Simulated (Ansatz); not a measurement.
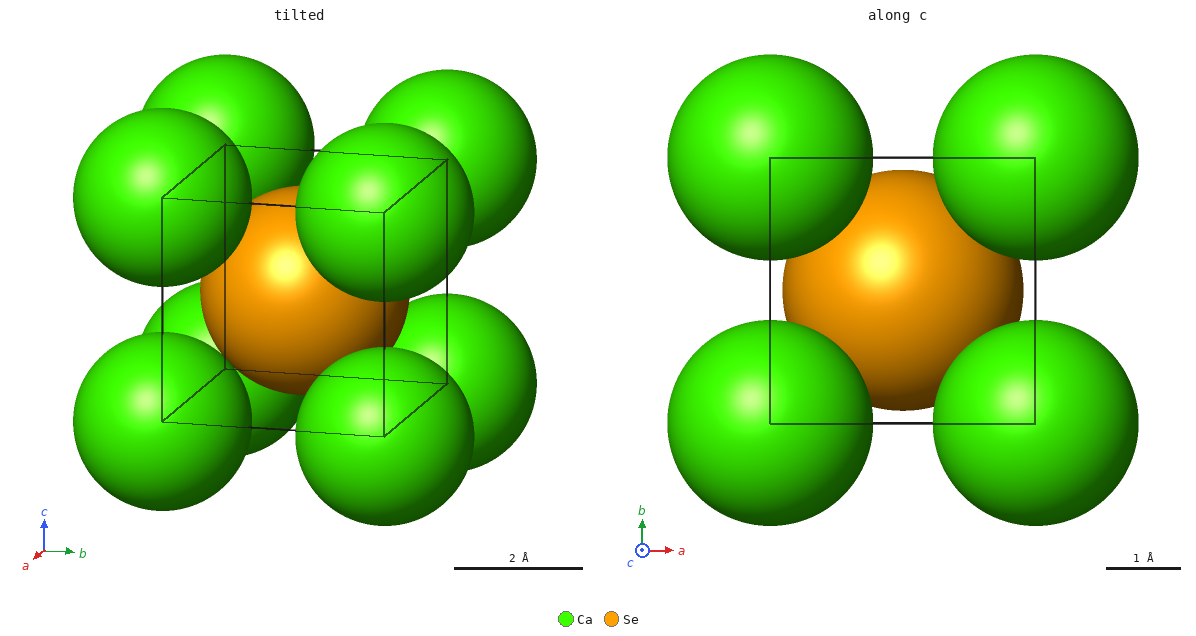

This space-filling model is shown slightly off an axis and along the c axis. The edges of the conventional unit cell are marked.

CaSe, caesium chloride (CsCl, B2) type, space group Pm-3m (No. 221), a = 3.635 Å, b = 3.635 Å, c = 3.635 Å, α = 90.00°, β = 90.00°, γ = 90.00°. Source of the structure: a structure type filled with these elements by a generator (whether the compound takes this form wasn't checked). Earlier steps of the study may have refined or changed the cell and positions. It was run through Ansatz as a DFT input.

This one geometry was computed with Ansatz (DFT, plane waves, PAW) at six levels of theory: r2SCAN, PBE with spin-orbit coupling, dielectric-dependent PBE0 (fraction 1/eps_inf of PBE), PBE, LC-wPBE and PBE0. It was relaxed beforehand with r2SCAN.

> How does the band gap change with the level of theory?

PBE with spin-orbit coupling: a gap of 0.77 eV, direct; PBE: a gap of 0.77 eV, direct; r2SCAN: a gap of 1.24 eV, direct; dielectric-dependent PBE0 (fraction 1/eps_inf of PBE): a gap of 1.52 eV, direct; PBE0: a gap of 2.21 eV, direct; LC-wPBE: a gap of 6.01 eV, direct.

> Collect the results in a table.

| level | cutoff (eV) | k-mesh of the run's cell | gap (eV) | pressure (GPa) |
| --- | --- | --- | --- | --- |
| r2SCAN | 500 | 8×8×8 | 1.24 | 0.0 |
| PBE with spin-orbit coupling | 420 | 8×8×8 | 0.77 | 0.7 |
| dielectric-dependent PBE0 (fraction 1/eps_inf of PBE) | 420 | 6×6×6 | 1.52 | 0.4 |
| PBE | 420 | 8×8×8 | 0.77 | 0.6 |
| LC-wPBE | 420 | 6×6×6 | 6.01 | -0.5 |
| PBE0 | 420 | 6×6×6 | 2.21 | 0.1 |

Gaps are taken on the k-mesh or band path of each run.
